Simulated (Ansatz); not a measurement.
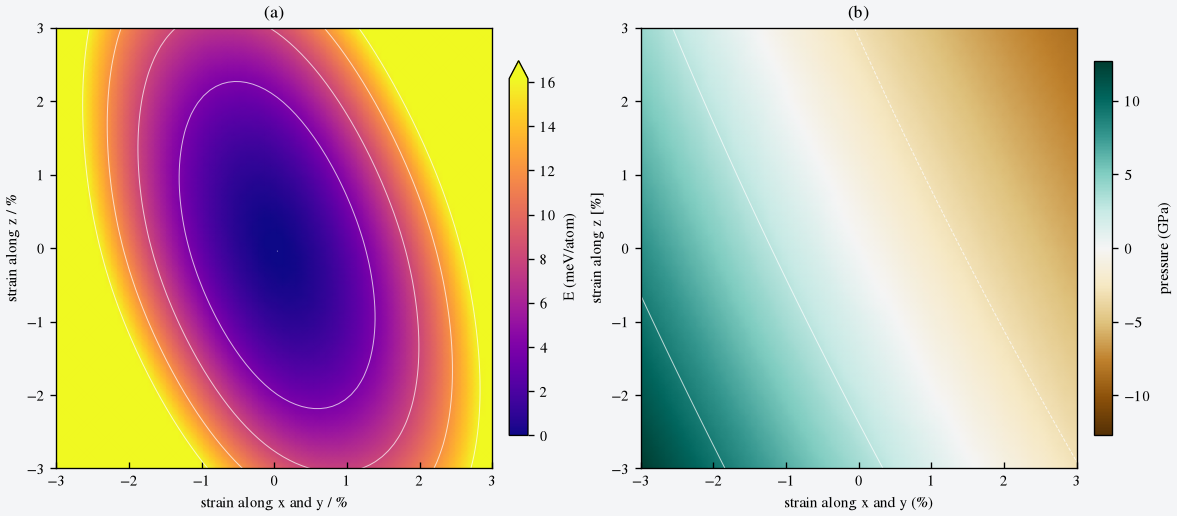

TiAl3 (Pm-3m, No. 221; 4 atoms in the cell). The cell is strained homogeneously, by one strain along x and y and another along z, with fractional coordinates fixed (x, y and z along the cube axes). Coordinates scanned: (1) strain along x and y; (2) strain along z. Grid: 5 × 5 points. Energies are in meV/atom, from the lowest grid point. Level of theory: DFT r2SCAN, scalar-relativistic, plane waves, PAW (Ansatz 0.2.0). Settings: cutoff 500 eV, k-mesh 12×12×12, gaussian smearing 0.15 eV, no spin polarisation.

Panel (a) is the energy; panel (b) is the computed pressure, in GPa.

Drawn: a smooth colour map with a few white contour lines, one colour for all values above the top of the scale. Between grid points the surface is interpolated.

How does the pressure vary over the map, and what is it at the lowest grid point?

It runs from −8.6 GPa at strain along x and y = 3.0 %, strain along z = 3.0 % to 12.7 GPa at strain along x and y = −3.0 %, strain along z = −3.0 %. At the lowest grid point, strain along x and y = 0.0 %, strain along z = 0.0 %, it is 0.0 GPa.

| strain along z ↓, strain along x and y → | −3.0 | −1.5 | 0.0 | 1.5 | 3.0 |
| --- | --- | --- | --- | --- | --- |
| 3.0 | 4.2 | 0.3 | −3.1 | −6.0 | −8.6 |
| 1.5 | 6.0 | 1.9 | −1.6 | −4.7 | −7.3 |
| 0.0 | 8.1 | 3.8 | 0.0 | −3.2 | −6.0 |
| −1.5 | 10.3 | 5.8 | 1.9 | −1.6 | −4.5 |
| −3.0 | 12.7 | 8.0 | 3.8 | 0.2 | −2.9 |
